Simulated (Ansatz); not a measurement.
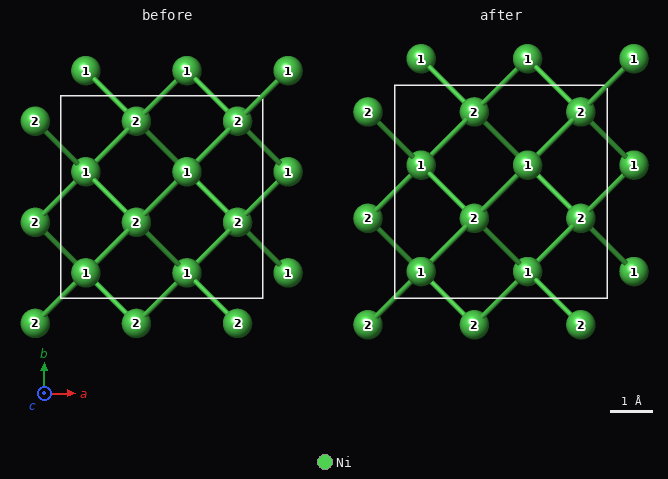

The structure of crystalline Ni (a generated structure, set up in Fd-3m) before (left) and after (right) a relaxation, at one scale.

A ball-and-stick model of the conventional cell (4 times the calculation's cell), seen along the c axis. Lengths and directions refer to the drawn axes.

Phase: diamond.

These are results of Ansatz 0.2.0, DFT, RPBE, plane waves (420 eV) with PAW, scalar-relativistic, not measurements.

Input file:
```yaml
crystal:
  lattice:
    - [0.0, 2.4534603088, 2.4534603088]
    - [2.4534603088, 0.0, 2.4534603088]
    - [2.4534603088, 2.4534603088, 0.0]
  atoms:
    - { symbol: Ni, position: [0.125, 0.125, 0.125], spin: 0.8 }
    - { symbol: Ni, position: [0.875, 0.875, 0.875], spin: 0.8 }
hamiltonian:
  xc: rpbe
  pseudopotentials:
    kind: paw
    azcp:
      Ni: "pseudopotentials/Ni.paw.azcp"
basis:
  ecutwfc: 420
  fft_grid_basis: typed
kpoints:
  mp_grid: { grid: [11, 11, 11], shift: [0, 0, 0] }
magnetization:
  spin_polarized: true
scf:
  occupations: { method: fermi_dirac, width: 0.05 }
relax:
  max_steps: 60
  f_tol: 0.01
  cell: {}
```

Question: Describe what moved and what it gained.

Answer: Over 4 accepted moves (6 points after the start) the energy falls by 0.234 eV per cell of the calculation. All forces vanish by symmetry, so only the cell relaxes. The pressure goes from 17.78 to 0.01 GPa. At 2 points the geometry stayed and the basis and grid were re-selected for the new cell (energy shift of 2.9 meV per cell of the calculation at most each time). The atoms keep their places relative to the cell (all moves are under 0.005 Å). Cell: a = b = c 4.907 → 5.164 Å (+5.2 %). Volume +16.6 %. Among the contacts that change: Ni1–Ni2 2.125 → 2.236 Å. The space group stays Fd-3m (No. 227).
